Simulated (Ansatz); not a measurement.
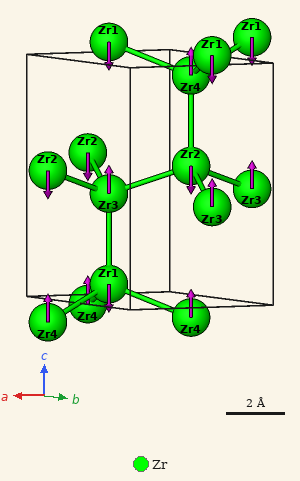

A relaxation of solid Zr (a generated structure, set up in P6_3/mmc). The starting structure is drawn; purple arrows show the displacements (the part carried along by the change of the cell is left out), magnified 3 times.

Style: ball-and-stick. Shown: the cell of the calculation, from a free direction.

Case: Ge → Zr on all its sites, cell and atoms relaxed.

Theory: DFT r2SCAN, scalar-relativistic, plane waves, PAW (Ansatz 0.2.0). Settings: plane-wave cutoff 500 eV; k-point mesh 12 × 12 × 6; occupations gaussian; smearing width 0.1 eV; no spin polarisation; cell and atoms relaxed; force threshold 0.01 eV/Å; at most 60 steps.

**Describe the change and its energy.**

The largest moves relative to the cell, 0.34 Å, are those of Zr1, Zr2, Zr3 and Zr4. Zr3 goes along +c. Cell: a = b 5.168 → 5.213 Å (+0.9 %), c 8.540 → 5.413 Å (−36.6 %). Volume −35.5 %. Some distances before and after: Zr1–Zr3 5.346 → 2.706 Å, Zr1–Zr3 (another image) 3.194 → 2.706 Å, Zr1–Zr4 3.172 → 3.010 Å. New bonds form, among them: Zr1–Zr3 (5.35 → 2.71 Å), Zr2–Zr4 (5.35 → 2.71 Å). Bond angles that change, for instance: Zr3–Zr1–Zr4 109.8° → 90.0°, Zr4–Zr1–Zr4 109.1° → 120.0°. The space group (tolerance 0.01 Å) goes from P6_3/mmc (No. 194) to P6/mmm (No. 191). Over 11 accepted moves (13 points after the start) the energy falls by 5.939 eV per cell of the calculation. The largest force component goes from 0.15 to 0.00064 eV/Å. The pressure goes from −5.99 to −0.01 GPa. The line search rejected the trial step at point 9 of the run. At 1 point the geometry stayed and the basis and grid were re-selected for the new cell (energy shift of 6.6 meV per cell of the calculation at most each time).
